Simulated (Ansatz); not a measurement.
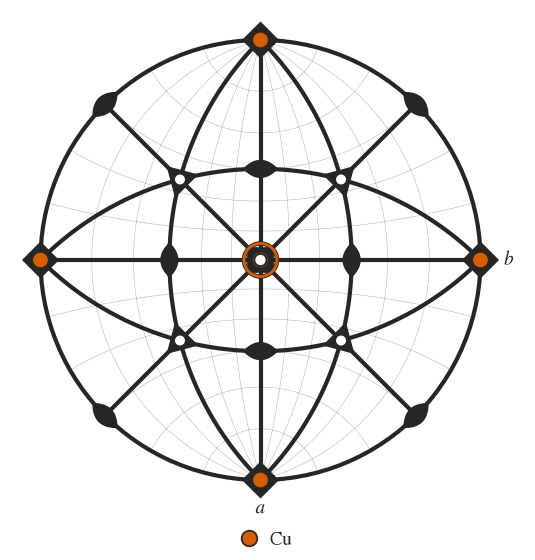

Crystal: Cu, the end point of a relaxation with Ansatz 0.2.0, DFT, LDA (PW92), plane waves (420 eV) with PAW, scalar-relativistic; the starting structure was generated, so it need not be a known form of this composition. Directions from one copper atom at (0, 0, 0) to its bonded neighbours, in stereographic projection down c (filled: above the plane of the page or in it, open: below). Geometry calculated from the standardised cell; symmetry tolerance 0.002 Å.

Neighbours are counted up to 2.61 Å for Cu. The symmetry elements of the site are drawn in: heavy lines are mirror planes (a heavy rim: a mirror in the plane of the page); lens, triangle, square and hexagon are 2-, 3-, 4- and 6-fold axes, a lens in an open square is −4, a triangle in an open hexagon −6; thin dashed diameters join the ends of axes that lie in the page; a small open circle marks inversion.

```
Cu
1.0
     2.32683    0.00000    0.00000
     0.00000    2.32683    0.00000
     0.00000    0.00000    2.32683
Cu
1
Direct
  0.00000 0.00000 0.00000
```

### How many neighbours are there, and at what angles?

6: 6 Cu at 2.33 Å. Angles between bonds: 90° (12×), 180° (3×).

### What is the site's symmetry in the crystal?

Point group m-3m (Oh), order 48: three fourfold axes, four threefold axes, six twofold axes, nine mirror planes, an inversion centre. In Pm-3m, No. 221 this is Wyckoff position 1a.
